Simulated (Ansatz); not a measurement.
**A series of single points on Cu₂O**

System: Cu₂O (Pn-3m, 6 atoms in the cell).
Method: DFT PBE + D3(BJ) with three-body term, scalar-relativistic, plane waves, PAW, no spin polarisation (Ansatz 0.2.0).

The 7 runs differ only in the geometry, by an even scaling of the cell at fixed fractional positions. The structure derives from an entry of the Crystallography Open Database.

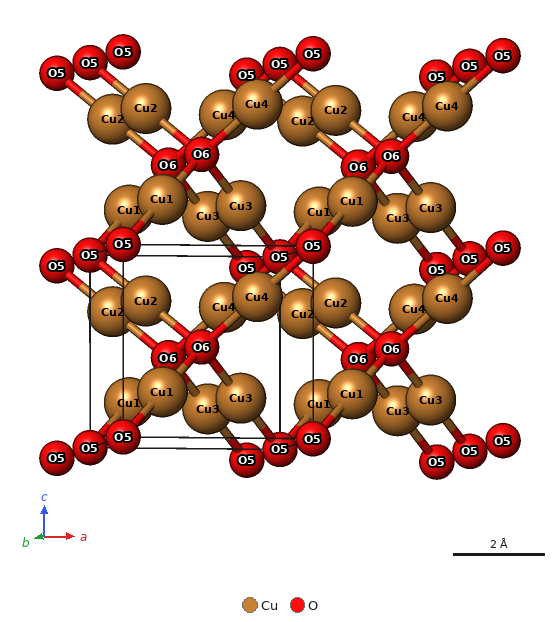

Figure 1. The structure of run 4 (ball-and-stick view of the cell of the calculation, repeated 2 × 2 × 2, seen at an oblique angle; atoms are numbered from 1 in the order of the input). An atom can appear more than once, as a periodic image.

## Input of run 4
```yaml
crystal:
  lattice:
    - [4.2589406684, 0.0, 0.0]
    - [0.0, 4.2589406684, 0.0]
    - [0.0, 0.0, 4.2589406684]
  atoms:
    - { symbol: Cu, position: [0.25, 0.25, 0.25] }
    - { symbol: Cu, position: [0.25, 0.75, 0.75] }
    - { symbol: Cu, position: [0.75, 0.75, 0.25] }
    - { symbol: Cu, position: [0.75, 0.25, 0.75] }
    - { symbol: O, position: [0.0, 0.0, 0.0] }
    - { symbol: O, position: [0.5, 0.5, 0.5] }
basis:
  ecutwfc: 420
  ecutrho_ratio: 4
kpoints:
  mp_grid: { grid: [6, 6, 6] }
hamiltonian:
  xc: pbe
  dispersion: d3bjatm
scf:
  occupations: { method: gaussian, width: 0.05 }
output:
  forces: true
  stress: true
  eigenvalues: true
```

Command:
```bash
ansatz run input.yaml --threads 4 --pin off --max-ram 8192MiB --backend cpu --events-out ev --progress --plain --runs-dir out
```

Lattice vectors (Å) and fractional positions of run 4:
```
   4.258941    0.000000    0.000000
   0.000000    4.258941    0.000000
   0.000000    0.000000    4.258941
Cu  0.250000  0.250000  0.250000
Cu  0.250000  0.750000  0.750000
Cu  0.750000  0.750000  0.250000
Cu  0.750000  0.250000  0.750000
O   0.000000  0.000000  0.000000
O   0.500000  0.500000  0.500000
```

Run 2 differs from it as follows:
```diff
-    - [4.2589406684, 0.0, 0.0]
-    - [0.0, 4.2589406684, 0.0]
-    - [0.0, 0.0, 4.2589406684]
+    - [4.2303563127, 0.0, 0.0]
+    - [0.0, 4.2303563127, 0.0]
+    - [0.0, 0.0, 4.2303563127]
```

## Results, with one run withheld

| run | volume per atom (Å³) | free energy per atom, from the lowest run given (meV) | pressure (GPa) | gap on the mesh (eV) |
| --- | --- | --- | --- | --- |
| 1 | 12.360 | 8.38 | 5.44 | 0.63 |
| 2 | 12.618 | ? | ? | ? |
| 3 | 12.833 | 0.01 | 0.40 | 0.54 |
| 4 | 12.875 | 0.00 | 0.00 | 0.54 |
| 5 | 12.885 | 0.02 | −0.09 | 0.53 |
| 6 | 13.133 | 1.90 | −2.29 | 0.49 |
| 7 | 13.390 | 7.24 | −4.32 | 0.45 |

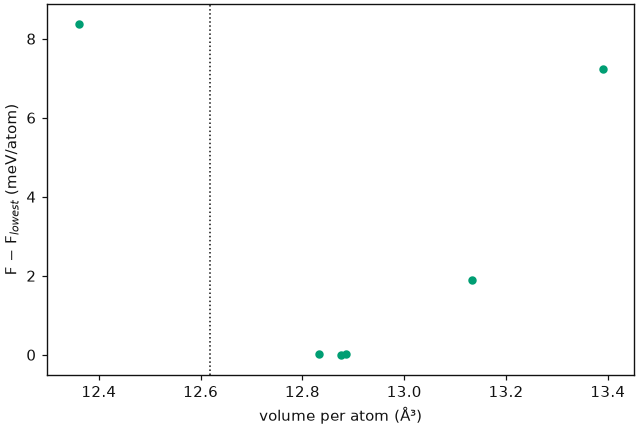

Figure 2. Free energy per atom of the runs given; the dotted line marks run 2.

Fit the runs given and predict run 2.

A cubic polynomial in V^(−2/3) (the Birch–Murnaghan form), fitted to the 6 runs given, misses them by at most 0.03 meV per atom. With x = V^(−2/3) − 0.18175 Å⁻², it reads F = 0.024833 − 209.73 x + 3.2906e+05 x² + 1.2033e+06 x³ (meV per atom). At run 2 it gives 1.97 meV per atom, and the run itself gives 2.02. The slope of the fit gives a pressure −dF/dV of 2.55 GPa there, and the run prints 2.57 GPa. The fit has its minimum at 12.872 Å³ per atom, where V d²F/dV² gives 121 GPa: the bulk modulus at this level, since symmetry fixes the shape and the positions. The gap on the mesh goes, without turning, from 0.63 eV in run 1 to 0.45 eV in run 7; run 2 has 0.58 eV. These are gaps of this functional on this mesh, which can miss the band edges; they aren't the measured gap.

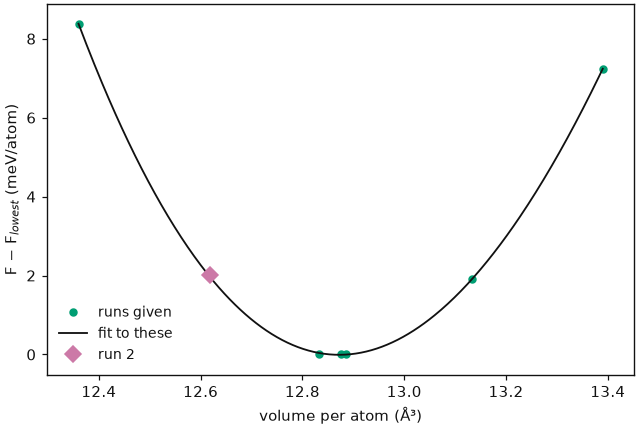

Figure 3. The fit and the withheld run.

## Output, shortened to warnings, some set-up lines, iterations and results (run 2)
```
Basis set: ecut = 420 eV, 1419 PW (Γ), exchange–correlation on 60×60×60 points (8 copies of the dense FFT grid, shifted against one another)
Symmetry: 48 space group operations
k-points: 20 of 216
Initial density: superposition of atomic densities (neutral atoms: chi_scale 0, normalization atom), corrected by the library's trained network
[...]
SCF iter   1: F=—  HF=-27634.656120 eV  |F-HF|=—  |Δ(HF+E_count)|=         —  Δρ=1.50e-3  dr2=1.04e-3  ethr=1.77e-3  ⟨swp⟩=6.1  Hψ=3861  notcnv=0  defer=3
SCF iter   2: F=—  HF=-27634.656694 eV  |F-HF|=—  |Δ(HF+E_count)|=   5.74e-4  Δρ=6.48e-4  dr2=2.27e-4  ethr=1.18e-6  ⟨swp⟩=3.1  Hψ=2263  notcnv=0  defer=9
SCF iter   3: F=—  HF=-27634.656950 eV  |F-HF|=—  |Δ(HF+E_count)|=   2.56e-4  Δρ=9.13e-4  dr2=3.72e-4  ethr=2.58e-7  ⟨swp⟩=2.0  Hψ=1852  notcnv=0  defer=4
SCF iter   4: F=—  HF=-27634.656899 eV  |F-HF|=—  |Δ(HF+E_count)|=   5.17e-5  Δρ=1.82e-4  dr2=1.86e-5  ethr=2.58e-7  ⟨swp⟩=2.1  Hψ=1484  notcnv=0  defer=4
SCF iter   5: F=—  HF=-27634.656733 eV  |F-HF|=—  |Δ(HF+E_count)|=   1.66e-4  Δρ=9.47e-5  dr2=5.58e-6  ethr=2.12e-8  ⟨swp⟩=2.0  Hψ=1558  notcnv=0  defer=4
SCF iter   6: F=—  HF=-27634.656733 eV  |F-HF|=—  |Δ(HF+E_count)|=   2.24e-9  Δρ=5.66e-5  dr2=1.47e-6  ethr=6.34e-9  ⟨swp⟩=2.0  Hψ=1516  notcnv=0  defer=4
SCF iter   7: F=-27634.656733 eV  HF=-27634.656732 eV  |F-HF|=4.46e-8  |Δ(HF+E_count)|=   3.28e-7  Δρ=1.35e-5  dr2=6.41e-8  ethr=1.14e-10  ⟨swp⟩=5.5  Hψ=4515  notcnv=0
SCF 1 converged in 7 iterations: F = -27634.656733 eV  dr2 = 6.41e-8
SCF converged after 7 iterations
Free energy (F): -27634.656733 eV
Harris-Foulkes:  -27634.656732 eV  (|F-HF|=4.46e-8)
Internal energy: -27634.656733 eV  (E = F + TS)
E sigma→0 (E₀):  -27634.656733 eV
Fermi energy:    11.662562 eV
--- Per-component energies (eV) ---
  E_band       = -1805.311846
  E_kinetic    = 1546.408595
  E_local      = -19592.916803  (includes V_loc(G=0)·N_el)
  E_nonlocal   = 1674.999337
  E_hartree    = 8554.369061
  E_xc         = -499.514013
  E_vxc        = -642.200315  (∫ρ·V_xc dr)
  E_paw        = -6980.174898  (= ΣΔE_a)
  E_vpaw       = -1900.377793  (= ΣTr[D̂ρ^β])
  E_aug_tail   = 0.005935  (compensation charges beyond the density's cutoff)
  E_ewald      = -12336.101293
  E_disp       = -1.732654  (pairwise vdW)
  E_smearing   = -0.000000  (= −TS)
  E_closure    = -0.000000  (closes the sum)
  Σ components = -27634.656733   (vs F -27634.656733, Δ=0.00e0)
--- Forces (eV/Å), atoms counted from 1 ---
  atom   1  Cu     0.00000000    -0.00000000     0.00000000
  atom   2  Cu     0.00000000    -0.00000000    -0.00000000
  atom   3  Cu     0.00000000    -0.00000000    -0.00000000
  atom   4  Cu     0.00000000    -0.00000000     0.00000000
  atom   5  O      0.00000000     0.00000000    -0.00000000
  atom   6  O     -0.00000000     0.00000000     0.00000000
  max |Σ_I F_I| component: 1.27e-17 eV/Å
--- Stress (GPa, compression-positive) ---
        2.566110       0.000000       0.000000
        0.000000       2.566110       0.000000
        0.000000       0.000000       2.566110
  P = ⅓ Tr σ = 2.5661 GPa (25.661 kbar)
```
